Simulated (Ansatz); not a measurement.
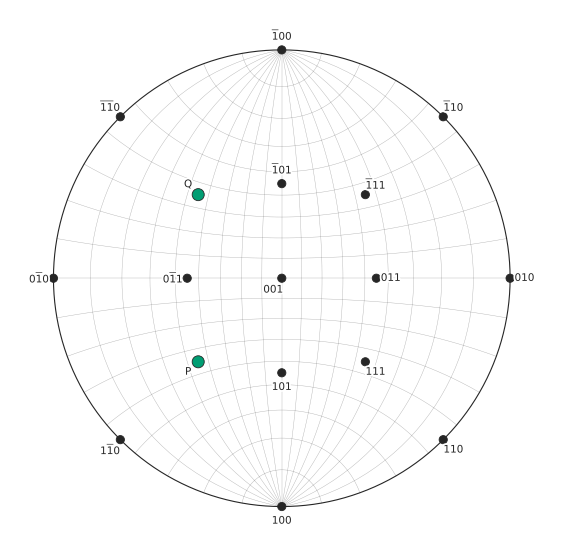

Stereographic projection of plane normals (upper hemisphere) centred on (0 0 1). Crystal: Si, the input geometry of an electronic-structure calculation (not necessarily at equilibrium); the starting structure was generated, so it need not be a known form of this composition. All values are computed from the atomic coordinates in the standard setting (tolerance 0.002 Å).

a = 4.868 Å, b = 4.868 Å, c = 4.868 Å, α = 90.00°, β = 90.00°, γ = 90.00°.

Question: Index the poles marked P, Q.

Answer: P is (1 −1 1), 54.7° from the centre; Q is (−1 −1 1), 54.7° from the centre.

Question: What is the angle between the normals of (0 1 0) and (1 0 1), and what are their d_hkl = 1/|g|?

Answer: 90.0°; d = 4.868 Å and 3.442 Å.
